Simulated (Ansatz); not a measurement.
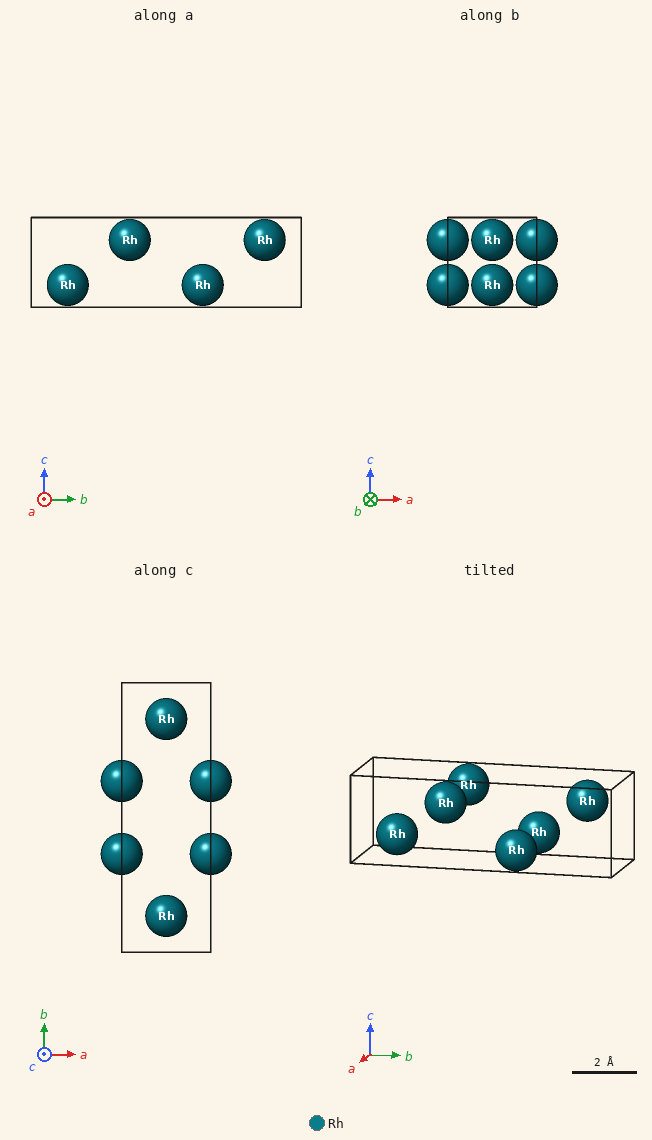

Shown here is a spheres-only view of the crystal, taken along the a axis, along the b axis, along the c axis and slightly off an axis. One conventional unit cell is outlined, and atoms on its boundary appear in each equivalent place.

Lattice parameters: a = 2.790 Å, b = 8.455 Å, c = 2.817 Å, α = 90.00°, β = 90.00°, γ = 90.00°. Put a along x and b in the xy plane.

Reconstruct the structure as a POSCAR file, with free fractional coordinates to two decimals.

Answer.
```
Rh
1.0
     2.790    0.000    0.000
     0.000    8.455    0.000
     0.000    0.000    2.817
Rh
4
Direct
  0.00 0.64 0.25
  0.50 0.86 0.75
  0.50 0.14 0.25
  0.00 0.36 0.75
```

Origin of the cell: a structure type filled with this element by a generator (whether the element takes this form wasn't checked). Earlier steps of the study may have refined or changed the cell and positions. Ansatz was used for an electronic-structure calculation on it.

At this level of theory the cell isn't at rest (stretched, at -20 GPa), so its distances can differ from those at equilibrium, the more so the softer the solid.
